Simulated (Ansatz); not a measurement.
# Direct or indirect: H2PtO2 sheet (C2/m)

```xyz
5
Lattice="4.1073 0.5569 0.0000 2.5351 3.2792 0.0000 0.0000 0.0000 17.2300" Properties=species:S:1:pos:R:3 pbc="T T T"
Pt    2.2105    1.2988    8.6150
O    -1.6998   -0.9595    9.7281
O     6.1208    3.5570    7.5019
H     1.5495   -0.8981    9.6874
H     6.9787    4.0525    7.5426
```

Method: Ansatz, PBE, independent particles, without spin-orbit coupling, line width 0.05 eV (Gaussian). The band structure gives a fundamental gap of 2.21 eV. The spectrum of vertical transitions near the edge:

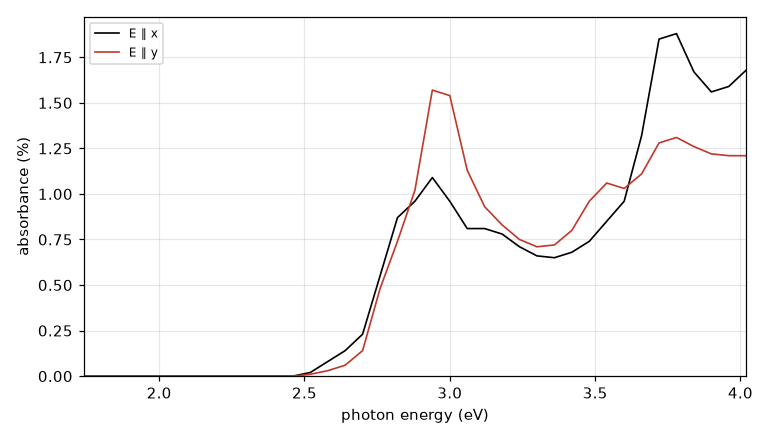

Is the gap direct or indirect, and about where do vertical transitions set in?

Indirect, by the band path, whose least direct gap is 2.57 eV. The curves fit this: they stay near zero above 2.21 eV and rise only from about 2.6 eV, though a forbidden direct transition would look alike. Lines are broadened by 0.05 eV, which spreads the edge, and phonons, which would give weak absorption from the fundamental gap up, are left out.

Note: cells built here by substitution need not match a known phase.

[Logs are printed without paths, hosts, clocks, repeated set-up lines and the standing remarks that a program may print on its own settings, such as how far it seeks lower states.]
